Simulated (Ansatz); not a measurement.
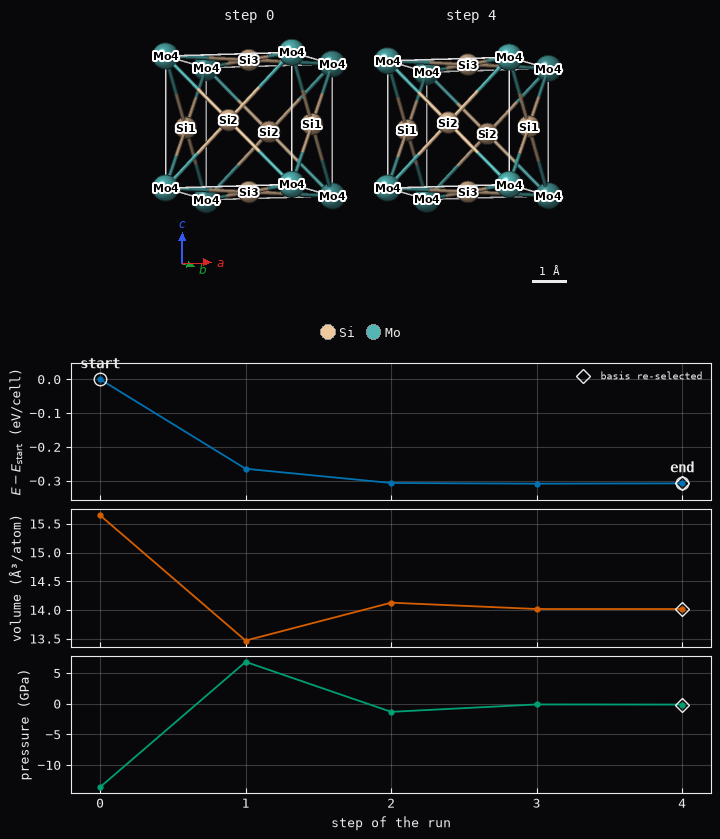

First and last geometry of a relaxation of a crystal of Si₃Mo (a generated structure, set up in Pm-3m) (coarse preliminary run), with the history of the run. Style: ball-and-stick. Shown: the cell of the calculation, from a free direction.

These are results of Ansatz 0.2.0, DFT PBE, scalar-relativistic, plane waves, PAW, not measurements. (plane-wave cutoff 420 eV; k-point mesh 4 × 4 × 4; occupations gaussian; smearing width 0.1 eV; no spin polarisation; cell and atoms relaxed; force threshold 0.04 eV/Å; at most 70 steps)

> What do the curves and the structures tell?

It converged. Over 3 accepted moves (4 points after the start) the energy falls by 0.307 eV per cell of the calculation. All forces vanish by symmetry, so only the cell relaxes. The pressure goes from −13.59 to −0.12 GPa. At 1 point the geometry stayed and the basis and grid were re-selected for the new cell (energy shift of 0.9 meV per cell of the calculation at most each time). The atoms keep their places relative to the cell (all moves are under 0.005 Å). The volume changes by −10.4 %, with a = b = c 3.970 → 3.827 Å (−3.6 %). Among the contacts that change: Si1–Mo4 2.807 → 2.706 Å. The space group stays Pm-3m (No. 221).

```csv
step,"E − E(0), meV/atom","pressure, GPa","volume, Å³/atom",note
0,0.00,-13.59,15.646,
1,-66.03,6.85,13.468,
2,-76.55,-1.31,14.127,
3,-77.06,-0.10,14.017,
4,-76.83,-0.12,14.017,"same geometry, new basis"
```

Limits of the set-up: the k-point mesh is coarse for a cell with partly filled bands.
